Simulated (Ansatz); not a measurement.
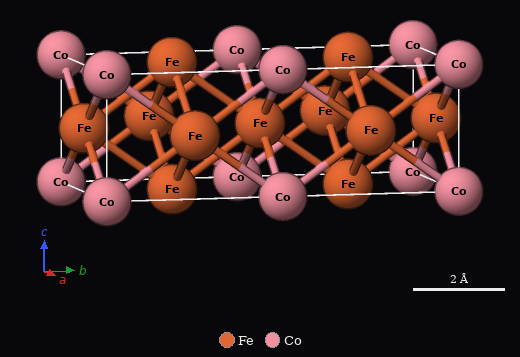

Fig. 1: The input geometry (ball-and-stick view of the cell of the calculation, seen slightly off an axis). An atom can appear more than once, as a periodic image. Near neighbours in the periodic cell (some may lie outside the picture): Fe has 8 Fe at 2.46 Å; Fe has 4 Co at 2.46 Å and 4 Fe at 2.46 Å; Co has 8 Fe at 2.46 Å.

Run report: Fe3Co, single-point calculation (part 1 of 2)

The run: single-point calculation of Fe3Co (P4/mmm, 8 atoms in the cell). Method and program: DFT PBEsol, scalar-relativistic, plane waves, PAW, spin-polarised (Ansatz 0.2.0).

The structure derives from a Materials Project entry. It belongs to a series of runs on one base structure; here: antiferromagnetic, doubled cell, propagation vector (0, 1/2, 0). Figures and captions count atoms from 1; the log counts them from 0 in places.

What the program printed
```
Engine: ansatz 0.2.0, x86_64-unknown-linux-gnu
Pseudopotentials: kind: paw
Pseudopotential: Fe, paw, valence charge 16, recommended cutoff 420 eV (normal), Fe.paw.azcp
Pseudopotential: Co, paw, valence charge 17, recommended cutoff 420 eV (normal), Co.paw.azcp
Functional definition: PBEsol
  exchange = pbesol_x
  correlation = pbesol_c
Crystal: 8 atoms, lattice volume = 91.557 Å³
Basis set: ecut = 420 eV, 1795 PW (Γ), exchange–correlation on 54×108×40 points (8 copies of the dense FFT grid, shifted against one another)
Bands: 96, of which v1, the nominal top of the filled ones, is band 65 counted from 1 (64 counted from 0)
Symmetry: 4 space group operations
Space group: Pmm2 (ITA 25), of the structure as read, at distance tolerance 4.5e-5 Å
Magnetic group: BNS 25.61 (UNI 159), of the structure as read, at distance tolerance 4.5e-5 Å
k-points: 144 of 700 (time reversal used)
Non-local potential: Fe, projectors of the file, l = 0: 3, l = 1: 2, l = 2: 3, l = 3: 1
Non-local potential: Co, projectors of the file, l = 0: 3, l = 1: 2, l = 2: 3, l = 3: 1
PAW form: soft (Blöchl's): semilocal exchange-correlation on the pseudo side does not see the compensation charge
PAW frozen core: Fe, regenerated for the run's functional, and the local potential with it (the file was generated under x = pbe(κ = 0.804, μ = 0.2195149727645171), c = pbe(β = 0.06672455060314922))
PAW frozen core: Co, regenerated for the run's functional, and the local potential with it (the file was generated under x = pbe(κ = 0.804, μ = 0.2195149727645171), c = pbe(β = 0.06672455060314922))
PAW one-centre angular grid: Fe, 590 points (default); XC on 64 Gauss nodes
PAW one-centre angular grid: Co, 590 points (default); XC on 64 Gauss nodes
Initial density: superposition of atomic densities (chi_scale 0.1, normalization cell)
Starting moments: Σ|m| = 30 μB on 8 of 8 sites
Starting magnetic order: antiferromagnet; a translation exchanges its spin sublattices: spin-degenerate at every k-point
Initial wavefunctions: pseudopotential atomic-orbital guess
Functional: x = pbesol(κ = 0.804, μ = 0.12345679012345678), c = pbesol(β = 0.046)
SCF iter   1: F=—  HF=-36876.261362 eV  |F-HF|=—  |Δ(HF+E_count)|=         —  Δρ=1.14e-1 (↑1.14e-1 ↓1.14e-1)  dr2=4.55e0  dr2_m=9.44e0  M=0.000 μB ∫|m|=20.921 μB  β_m=0.30  ethr=3.10e-3  ⟨swp⟩=4.5  Hψ=44426  notcnv=0  defer=934
Mixer restart at iter 1: flushing history
preconditioner: auto → Kerker (q_TF=auto, 2.892 Å⁻¹)  [metal: Δε(μ)=0.004 eV  Ē_g=10.261 eV  σ=0.100 eV  W_gap=0.02  n_scr=42 (ndim 8)  ℏωp=31.5 eV  f_vac=0.000  D(μ)=6.97/eV (n_scr^D=78)]
spin=Collinear: Kerker preconditioning applied to the charge; magnetization (m = ρ↑ − ρ↓) channel mixes plain (no charge-response kernel on spin).
spin-set hold released at iteration 1 (the charge has settled, or the pull on large starting moments outlasts its swing): the magnetisation degrees of freedom join the quasi-Newton model from the next iteration; the mixer history was flushed
SCF iter   2: F=—  HF=-36876.751241 eV  |F-HF|=—  |Δ(HF+E_count)|=   4.90e-1  Δρ=8.21e-2 (↑8.21e-2 ↓8.21e-2)  dr2=1.99e0  dr2_m=4.97e0  M=0.000 μB ∫|m|=20.469 μB  β_m=0.54  ethr=3.10e-3  ⟨swp⟩=2.0  Hψ=17201  notcnv=0  defer=3125
SCF iter   3: F=—  HF=-36879.136737 eV  |F-HF|=—  |Δ(HF+E_count)|=    2.39e0  Δρ=1.32e-1 (↑1.32e-1 ↓1.32e-1)  dr2=3.21e1  dr2_m=5.93e0  M=0.000 μB ∫|m|=19.090 μB  β_m=0.34  ethr=1.53e-3  ⟨swp⟩=3.5  Hψ=26393  notcnv=0  defer=3078  recentre
SCF iter   4: F=—  HF=-36877.849282 eV  |F-HF|=—  |Δ(HF+E_count)|=    1.29e0  Δρ=4.37e-2 (↑4.37e-2 ↓4.37e-2)  dr2=1.63e0  dr2_m=1.06e0  M=0.000 μB ∫|m|=19.201 μB  β_m=0.40  ethr=1.53e-3  ⟨swp⟩=3.2  Hψ=26790  notcnv=0  defer=3014
SCF iter   5: F=—  HF=-36878.113016 eV  |F-HF|=—  |Δ(HF+E_count)|=   2.64e-1  Δρ=2.81e-2 (↑2.81e-2 ↓2.81e-2)  dr2=2.14e0  dr2_m=1.59e-1  M=0.000 μB ∫|m|=17.926 μB  β_m=0.32  ethr=1.26e-3  ⟨swp⟩=2.5  Hψ=17748  notcnv=0  defer=3023
SCF iter   6: F=—  HF=-36878.023211 eV  |F-HF|=—  |Δ(HF+E_count)|=   8.98e-2  Δρ=7.79e-3 (↑7.79e-3 ↓7.79e-3)  dr2=6.91e-2  dr2_m=2.81e-2  M=0.000 μB ∫|m|=17.888 μB  β_m=0.61  ethr=1.26e-3  ⟨swp⟩=2.1  Hψ=16392  notcnv=0  defer=2945
SCF iter   7: F=—  HF=-36878.065029 eV  |F-HF|=—  |Δ(HF+E_count)|=   4.18e-2  Δρ=1.76e-2 (↑1.76e-2 ↓1.76e-2)  dr2=1.03e0  dr2_m=3.52e-2  M=0.000 μB ∫|m|=17.746 μB  β_m=0.61  ethr=5.32e-5  ⟨swp⟩=2.1  Hψ=19899  notcnv=0  defer=2936
SCF iter   8: F=—  HF=-36878.015906 eV  |F-HF|=—  |Δ(HF+E_count)|=   4.91e-2  Δρ=4.11e-3 (↑4.11e-3 ↓4.11e-3)  dr2=3.08e-2  dr2_m=6.00e-3  M=0.000 μB ∫|m|=17.692 μB  β_m=0.68  ethr=5.32e-5  ⟨swp⟩=2.0  Hψ=19965  notcnv=0  defer=2930
SCF iter   9: F=—  HF=-36878.017753 eV  |F-HF|=—  |Δ(HF+E_count)|=   1.85e-3  Δρ=2.10e-3 (↑2.10e-3 ↓2.10e-3)  dr2=1.10e-2  dr2_m=1.16e-3  M=0.000 μB ∫|m|=17.759 μB  β_m=0.84  ethr=2.37e-5  ⟨swp⟩=1.3  Hψ=11905  notcnv=0  defer=2922
SCF iter  10: F=—  HF=-36878.017955 eV  |F-HF|=—  |Δ(HF+E_count)|=   2.02e-4  Δρ=1.51e-3 (↑1.51e-3 ↓1.51e-3)  dr2=4.33e-3  dr2_m=8.21e-4  M=0.000 μB ∫|m|=17.739 μB  β_m=0.92  ethr=8.45e-6  ⟨swp⟩=1.2  Hψ=10985  notcnv=0  defer=2922
SCF iter  11: F=—  HF=-36878.018014 eV  |F-HF|=—  |Δ(HF+E_count)|=   5.87e-5  Δρ=1.42e-3 (↑1.42e-3 ↓1.42e-3)  dr2=4.64e-3  dr2_m=4.06e-4  M=0.000 μB ∫|m|=17.740 μB  β_m=0.96  ethr=3.33e-6  ⟨swp⟩=1.1  Hψ=11096  notcnv=0  defer=2922
SCF iter  12: F=—  HF=-36878.018027 eV  |F-HF|=—  |Δ(HF+E_count)|=   1.37e-5  Δρ=9.01e-4 (↑9.01e-4 ↓9.01e-4)  dr2=1.82e-3  dr2_m=9.56e-5  M=0.000 μB ∫|m|=17.740 μB  β_m=0.67  ethr=3.33e-6  ⟨swp⟩=2.0  Hψ=14928  notcnv=0  defer=2922
SCF iter  13: F=—  HF=-36878.017833 eV  |F-HF|=—  |Δ(HF+E_count)|=   1.94e-4  Δρ=1.09e-4 (↑1.09e-4 ↓1.09e-4)  dr2=2.52e-5  dr2_m=7.19e-7  M=0.000 μB ∫|m|=17.740 μB  β_m=0.83  ethr=1.40e-6  ⟨swp⟩=2.2  Hψ=14528  notcnv=0  defer=2922
SCF iter  14: F=—  HF=-36878.017833 eV  |F-HF|=—  |Δ(HF+E_count)|=   3.82e-7  Δρ=1.17e-4 (↑1.17e-4 ↓1.17e-4)  dr2=3.57e-5  dr2_m=2.12e-6  M=0.000 μB ∫|m|=17.740 μB  β_m=0.83  ethr=1.94e-8  ⟨swp⟩=2.2  Hψ=20095  notcnv=0  defer=2922
SCF iter  15: F=—  HF=-36878.017833 eV  |F-HF|=—  |Δ(HF+E_count)|=   3.45e-8  Δρ=1.20e-4 (↑1.20e-4 ↓1.20e-4)  dr2=3.38e-5  dr2_m=3.23e-6  M=0.000 μB ∫|m|=17.740 μB  β_m=0.62  ethr=1.94e-8  ⟨swp⟩=2.0  Hψ=13969  notcnv=0  defer=2922
SCF iter  16: F=—  HF=-36878.017833 eV  |F-HF|=—  |Δ(HF+E_count)|=   8.01e-7  Δρ=7.58e-5 (↑7.58e-5 ↓7.58e-5)  dr2=1.46e-5  dr2_m=1.19e-6  M=0.000 μB ∫|m|=17.740 μB  β_m=0.70  ethr=1.94e-8  ⟨swp⟩=1.0  Hψ=10899  notcnv=0  defer=2922
SCF iter  17: F=—  HF=-36878.017832 eV  |F-HF|=—  |Δ(HF+E_count)|=   3.87e-7  Δρ=3.31e-5 (↑3.31e-5 ↓3.31e-5)  dr2=3.15e-6  dr2_m=2.10e-7  M=0.000 μB ∫|m|=17.740 μB  β_m=0.56  ethr=1.13e-8  ⟨swp⟩=1.1  Hψ=10920  notcnv=0  defer=2922
SCF iter  18: F=-36878.017832 eV  HF=-36878.017832 eV  |F-HF|=3.82e-8  |Δ(HF+E_count)|=   1.53e-7  Δρ=4.32e-6 (↑4.32e-6 ↓4.32e-6)  dr2=4.12e-8  dr2_m=8.11e-9  M=0.000 μB ∫|m|=17.740 μB  ethr=7.69e-11  ⟨swp⟩=9.6  Hψ=73145  notcnv=0
SCF 1 converged in 18 iterations: F = -36878.017832 eV  dr2 = 4.12e-8
  greatest PAW one-centre occupation: 1.002 electrons in one spin orbital (limit 2), on the Fe atom at site 6 (counted from 0), in its partial waves of l = 1
```

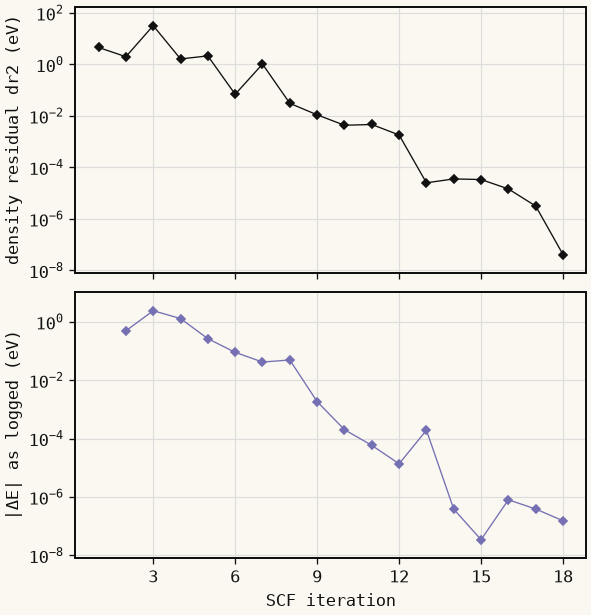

Fig. 2: Convergence of the self-consistent field: density residual dr2 and size of the energy change against the SCF iteration. The residual falls unevenly and jumps up by a factor of two or more 2 times on the way down.

```
SCF converged after 18 iterations
Magnetization: 0.0000 μB (65.0000 up, 65.0000 down)
Absolute magnetization: 17.7408 μB (∫|ρ↑−ρ↓|, with the PAW one-centre terms)
Spin contamination: 8.3070 ħ² per cell (⟨S²⟩ above its minimum at these occupations)
Per-site moments (μB) at R_I (Å): [(2.2379620000580327, 1.014303615357774), (2.454704397068898, 1.0143036153577738), (2.5159711494484416, 1.014303615357774), (1.3906891431394037, 1.0143036153577738), (-2.2379620000580323, 1.0143036153577738), (-2.4547043970688986, 1.014303615357774), (-2.515971149448442, 1.0143036153577738), (-1.390689143139404, 1.014303615357774)]
Free energy (F): -36878.017832 eV
Harris-Foulkes:  -36878.017832 eV  (|F-HF|=3.82e-8)
Internal energy: -36877.968845 eV  (E = F + TS)
E sigma→0 (E₀):  -36877.993339 eV
Entropy (-TS):   -0.048987 eV (-6.123 meV/atom)
Fermi energy:    18.309951 eV
--- Per-component energies (eV) ---
  E_band       = -1818.186064
  E_kinetic    = 3004.777782
  E_local      = -18267.452167  (includes V_loc(G=0)·N_el)
  E_nonlocal   = 2233.095797
  E_hartree    = 7642.393293
  E_xc         = -1016.317142
  E_vxc        = -1315.078062  (∫ρ·V_xc dr)
  E_paw        = -10974.824642  (= ΣΔE_a)
  E_vpaw       = -2758.324229  (= ΣTr[D̂ρ^β])
  E_aug_tail   = 0.004654  (compensation charges beyond the density's cutoff)
  E_ewald      = -19501.098469
  E_core_change = 1.452048  (= ΣΔE_core)
  E_smearing   = -0.048987  (= −TS)
  E_closure    = 0.000000  (closes the sum)
  Σ components = -36878.017832   (vs F -36878.017832, Δ=0.00e0)
--- Forces (eV/Å), atoms counted from 1 ---
  atom   1  Fe     0.00000000    -0.35660458     0.00000000
  atom   2  Fe     0.00000000     0.03566751     0.00000000
  atom   3  Fe     0.00000000    -0.35371820     0.00000000
  atom   4  Co     0.00000000     0.67466135     0.00000000
  atom   5  Fe     0.00000000    -0.35660458     0.00000000
  atom   6  Fe     0.00000000     0.03566751     0.00000000
  atom   7  Fe     0.00000000    -0.35371820     0.00000000
  atom   8  Co     0.00000000     0.67466135     0.00000000
  max |Σ_I F_I| component: 1.22e-5 eV/Å
--- Stress (GPa, compression-positive) ---
      -13.487472       0.000000       0.000000
        0.000000      -9.223721       0.000000
        0.000000       0.000000      -5.688127
  P = ⅓ Tr σ = -9.4664 GPa (-94.664 kbar)
--- Band table (eV; the first three rows and the last of 288) ---
  k-point 0 ↑: bands = ["-77.3386", "-75.6829", "-69.9939", "-69.9210", "-69.6267", "-67.1720", "-67.0740", "-66.9966", "-40.7501", "-40.7244", "-40.7221", "-39.1731", "-39.0954", "-39.0807", "-36.2218", "-36.2084", "-36.1790", "-36.1148", "-36.0719", "-36.0285", "-35.8614", "-35.7254", "-35.6802", "-33.5153", "-33.4598", "-33.3823", "-33.3447", "-33.3151", "-33.2762", "-33.2697", "-33.1208", "-33.0629", "9.4645", "11.6972", "11.8312", "13.3093", "13.4366", "13.5068", "13.5215", "14.7444", "14.7513", "14.8290", "14.9905", "15.0725", "15.3418", "15.5255", "15.5510", "15.9774", "16.3372", "16.4824", "16.4873", "16.5136", "16.7890", "16.8191", "16.8703", "16.9516", "17.1735", "17.1929", "17.2639", "17.2737", "17.4805", "17.9901", "18.2692", "18.2900", "18.3259", "18.3415", "18.3955", "18.6923", "18.9629", "19.2160", "19.4026", "19.4310", "19.4983", "19.7843", "19.9373", "19.9480", "20.5885", "23.3263", "23.3826", "25.1927", "25.6235", "25.9037", "26.5021", "27.6338", "27.6793", "27.8766", "31.7226", "31.9248", "33.5783", "33.7643", "33.7848", "33.8315", "35.0554", "35.4868", "36.0609", "36.0710"]
```
